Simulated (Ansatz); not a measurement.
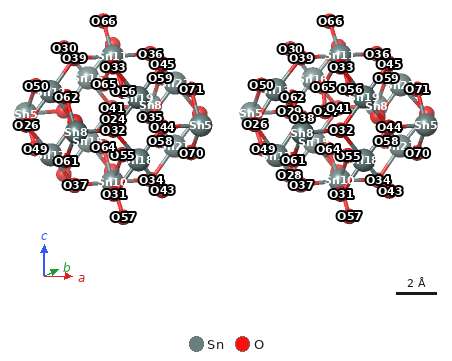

Two geometries of a defect cell of composition Sn23O49 (cell charge −1), drawn at one scale. One is the start of a relaxation, the other its converged end. Style: ball-and-stick. Shown: the atoms within 5.0 Å of the atom that moves most (axes of the cell of the calculation (origin shifted)), slightly off an axis.

Method: DFT, PBEsol, PAW, plane waves in Ansatz. Set-up: plane-wave cutoff 420 eV; k-point mesh 1 × 1 × 1; mesh shifted by (0.25, 0.25, 0.25); collinear spin; atoms relaxed in a fixed cell; force threshold 0.03 eV/Å; at most 80 steps.

Which of the two is the end point?

Answer. The right one is the relaxed one. The atom that moves furthest is an O atom (0.78 Å along [−2 0 1]). By element the largest moves are O 0.78 Å, Sn 0.18 Å. The cell stays as it was. Among the contacts that change: O–O 2.065 → 1.373 Å, O–O 2.030 → 1.422 Å, O–Sn 2.072 → 2.310 Å, O–Sn 2.043 → 2.277 Å. New bonds form, among them: O–O (2.03 → 1.42 Å), O–O (2.07 → 1.37 Å). Bond angles that change, for instance: O–Sn–O 91.6° → 77.9°, Sn–O–Sn 128.6° → 139.7°, O–Sn–O 78.5° → 89.2°. After 14 geometry steps the energy has fallen by 2.657 eV per cell of the calculation. The largest force component goes from 1.4 to 0.016 eV/Å.

Limits of the set-up: the cell is charged, on a uniform background, and energies carry no finite-size correction.
